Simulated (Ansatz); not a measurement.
The compound is BaTiO3 (space group P4mm, No. 99), taken as the geometry relaxed with DFT, PBEsol, plane waves, PAW in Ansatz 0.2.0.

```
Ba Ti O
1.0
     3.95530    0.00000    0.00000
     0.00000    3.95530    0.00000
     0.00000    0.00000    4.04498
Ba Ti O
1 1 3
Direct
  0.00000 0.00000 0.99802
  0.50000 0.50000 0.48277
  0.50000 0.50000 0.02790
  0.50000 0.00000 0.51716
  0.00000 0.50000 0.51716
```

Bonds are taken as O–Ti below 2.5 Å; Ba is left out of the net, as the electropositive filling of the structure; no other contact counts. Atoms with one bond or none are removed and atoms with two bonds are replaced by edges, until no such atom is left.

Derive the underlying net.

The result is a uninodal 6-connected, three-periodic net: Ti is a 6-connected node. O becomes part of the edges. It is the pcu net, known from NaCl, ReO3 and the B-X framework of perovskite. It is a single net, without interpenetration.

| node | links | point symbol | coordination sequence |
| --- | --- | --- | --- |
| Ti | 6 | 4^12.6^3 | 6 18 38 66 102 146 |

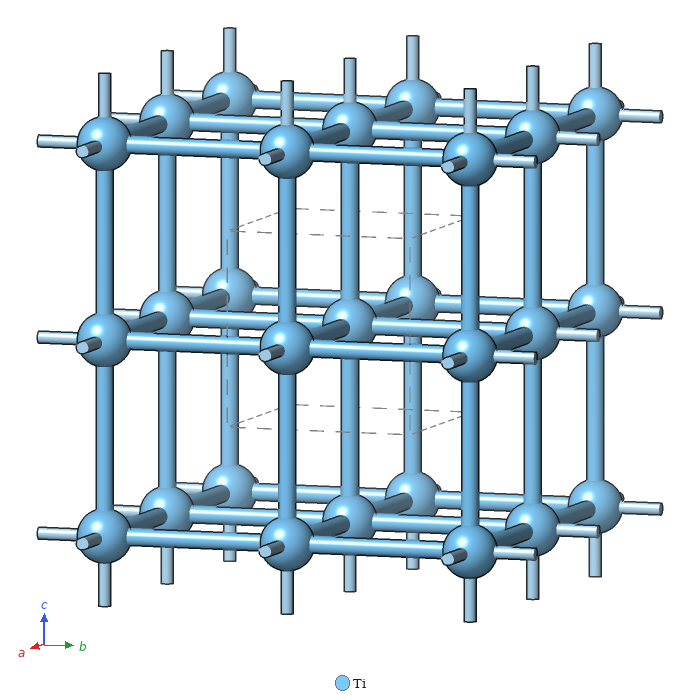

Nodes are coloured by element. Short stubs are edges that leave the cut-out.
